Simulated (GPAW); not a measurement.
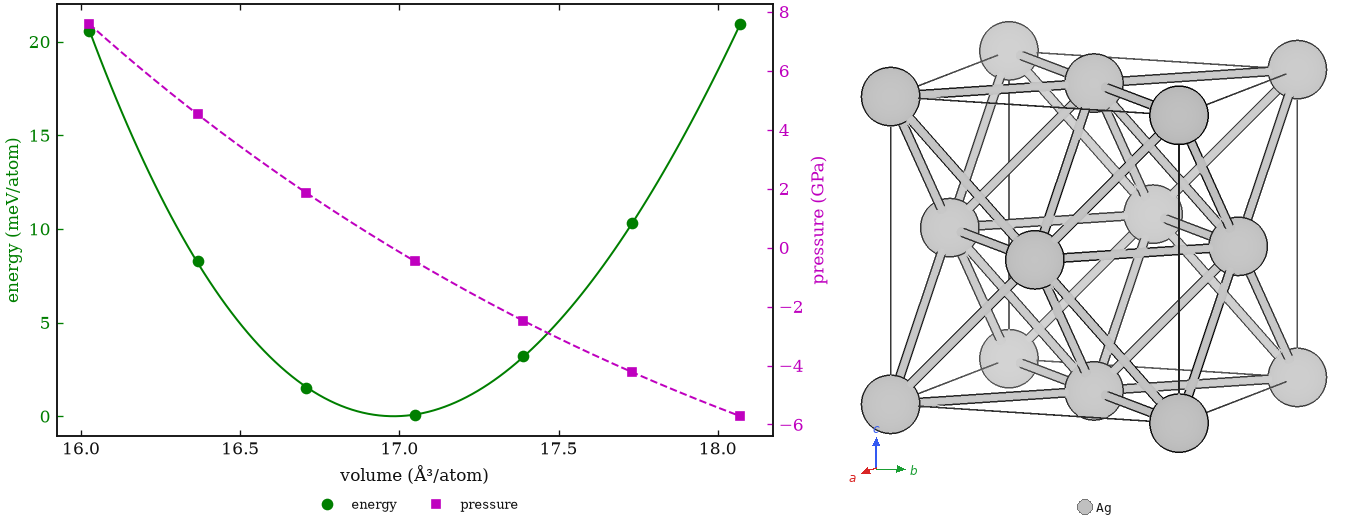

Energy and pressure against volume for Ag, space group Fm-3m (No. 225). The conventional cell is drawn beside the plot.

A third-order Birch–Murnaghan fit gives V0 = 16.98 Å³/atom, B0 = 109 GPa and B′ = 5.1. The energy is 20.59 meV/atom at volume 16.03 Å³/atom and 20.94 meV/atom at 18.07 Å³/atom; the lowest computed point is at volume 17.05 Å³/atom (0.04 meV/atom). The pressure falls from 7.59 GPa at volume 16.03 Å³/atom to −5.72 GPa at 18.07 Å³/atom, and changes sign near 16.98 Å³/atom.

Calculation (GPAW 26.7.0): PAW DFT in plane waves, on a grid or in atomic orbitals, no spin polarisation; energies at scaled volumes of the given cell, shape and fractions fixed, counted from the fit's minimum, third-order Birch-Murnaghan fit. Level: TPSS.

- k mesh: 11×11×11
- occupations: Fermi–Dirac
- smearing width: 0.05 eV
- potentials: GPAW PAW data sets (gpaw data 1.2.1)
- wave cutoff: 600 eV
- program settings: basis pw

Structure:
```xyz
1
Lattice="0.0000 2.0427 2.0427 2.0427 0.0000 2.0427 2.0427 2.0427 0.0000" Properties=species:S:1:pos:R:3 pbc="T T T"
Ag    0.0000    0.0000    0.0000
```
